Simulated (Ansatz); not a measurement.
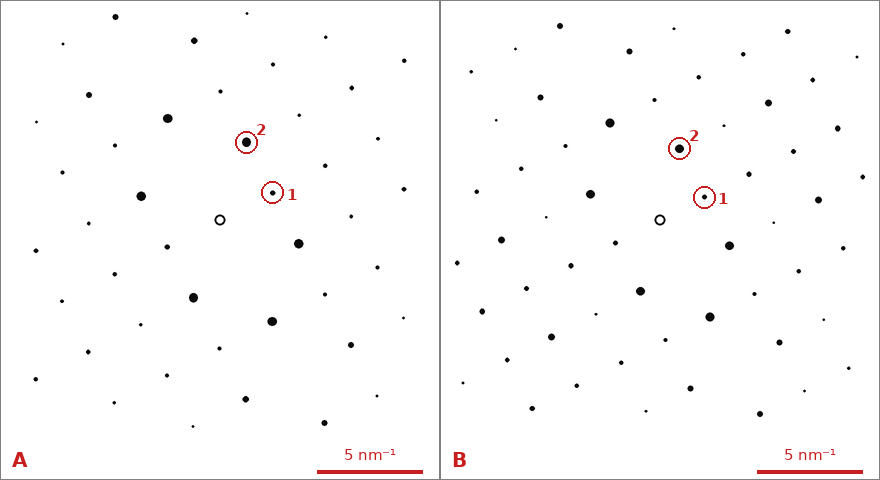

Kinematic electron diffraction patterns (120 kV, B = 0.5 Å², same scale) along [100] of the run's own cell, for the start and the end of one relaxation of GaAs with Ansatz, DFT PBE, scalar-relativistic, plane waves, PAW. k mesh 12×12×12. The start is a generated model structure, and the relaxation ends in the nearest stationary point of its symmetry, not necessarily the ground state. Spot 1 is 0 -1 0 and spot 2 is 0 -1 -1 in both.

Start structure:

```
CELL_PARAMETERS angstrom
2.27492 -5.18880 0.00000
2.27492 5.18880 0.00000
0.00000 0.00000 3.81730
ATOMIC_POSITIONS crystal
Ga 0.62855 0.37145 0.75000
Ga 0.37145 0.62855 0.25000
As 0.91702 0.08298 0.75000
As 0.08298 0.91702 0.25000
```

Question: Which pattern belongs to the start structure, and which to the relaxed one?

Answer: B is the start: its cell gives d(1) = 4.167 Å, d(2) = 2.815 Å and an angle of 47.5°. A is the relaxed structure, with d(1) = 3.518 Å (-15.6 %), d(2) = 2.533 Å (-10.0 %) and 44.0°.

Question: Name reflections whose intensity changes strongly on relaxation.

Answer: 0 3 1 goes from 29 to 3.8 % of the strongest spot.

Question: What did the relaxation do to the structure and the energy?

Answer: The volume changed by -7.1 % to 20.93 Å³ an atom; with the mean shift removed, the atoms moved by up to 0.54 Å relative to the cell (Ga most); the space group stayed Cmcm (No. 63); the free energy fell by 150 meV an atom. Relaxed cell: a = 6.520 Å, b = 6.520 Å, c = 3.649 Å, α = 90.00°, β = 90.00°, γ = 147.34°.
